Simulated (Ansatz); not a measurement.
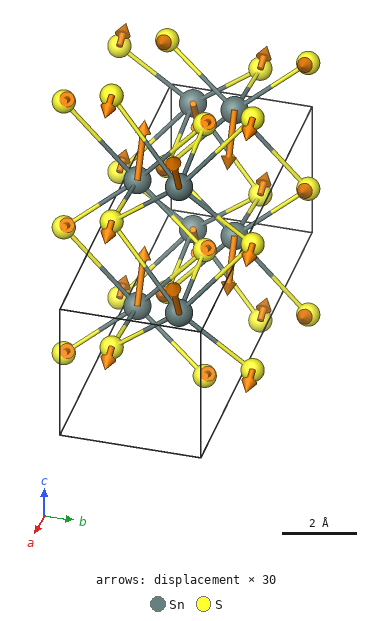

This is a relaxation of solid SnS (a generated structure, set up in Pnma). The starting structure is drawn; orange arrows show the displacements, magnified 30 times.

Style: ball-and-stick. Shown: the cell of the calculation, repeated 1 × 1 × 2 with one cell outlined, from a free direction.

Level of theory: Ansatz 0.2.0, DFT, PBE, plane-wave PAW, default files, scalar-relativistic. Set-up: plane-wave cutoff 420 eV; k-point mesh 4 × 11 × 10; occupations fermi dirac; smearing width 0.02 eV; no spin polarisation; atoms relaxed in a fixed cell; force threshold 0.02 eV/Å; at most 60 steps.

**Which element moves most?**

Tin: up to 0.056 Å, against 0.025 Å for sulfur.

**What happened in the run?**

The largest moves, 0.056 Å, are those of Sn atoms. Largest moves by element: Sn 0.056 Å, S 0.025 Å. The cell doesn't change. Near-neighbour distances that change, for instance: S–Sn 3.153 → 3.106 Å, S–Sn 2.647 → 2.687 Å, S–Sn 2.589 → 2.628 Å. The space group stays Pnma (No. 62). After 3 accepted moves (4 points after the start) the energy has fallen by 5.9 meV per atom. The largest force component goes from 0.34 to 0.0072 eV/Å. The line search rejected the trial step at point 1 of the run.
